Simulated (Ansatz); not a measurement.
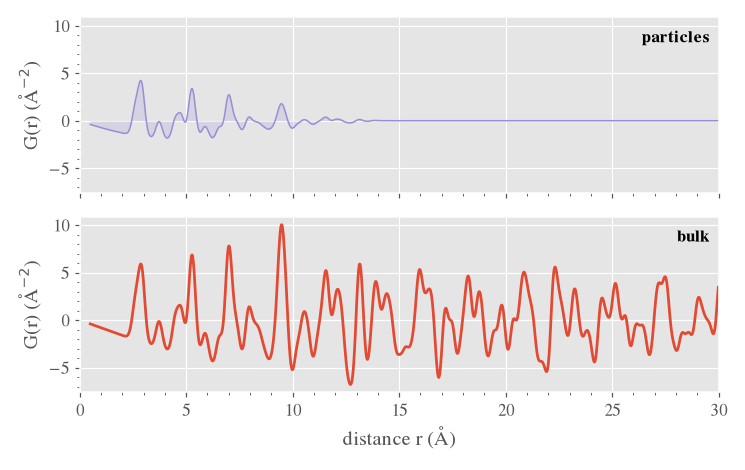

The curve is a calculated X-ray PDF: distances of the static structure, each pair weighted by the product of the atomic numbers (X-ray weights at Q = 0), broadened by Gaussians with σ = 0.15 Å, for spherical particles of Pt with the bulk structure: the bulk G(r) is multiplied by the envelope of a sphere of diameter D, 1 − 3r/2D + r³/2D³, with no surface relaxation. The number density is 0.0638 atoms per Å³. Structure used: coordinates from a relaxation with Ansatz, DFT, m-r2SCAN, plane waves (500 eV) with PAW, scalar-relativistic; the starting structure was generated, so it need not be a known form of this composition.

> How large are the particles?

About 15 Å (1.5 nm): the signal is half of the bulk amplitude at r ≈ 5.2 Å and vanishes at r = D, fading from view somewhat earlier.

> Roughly how many atoms does one particle hold?

About 110 (number density 0.0638 Å⁻³ times πD³/6).
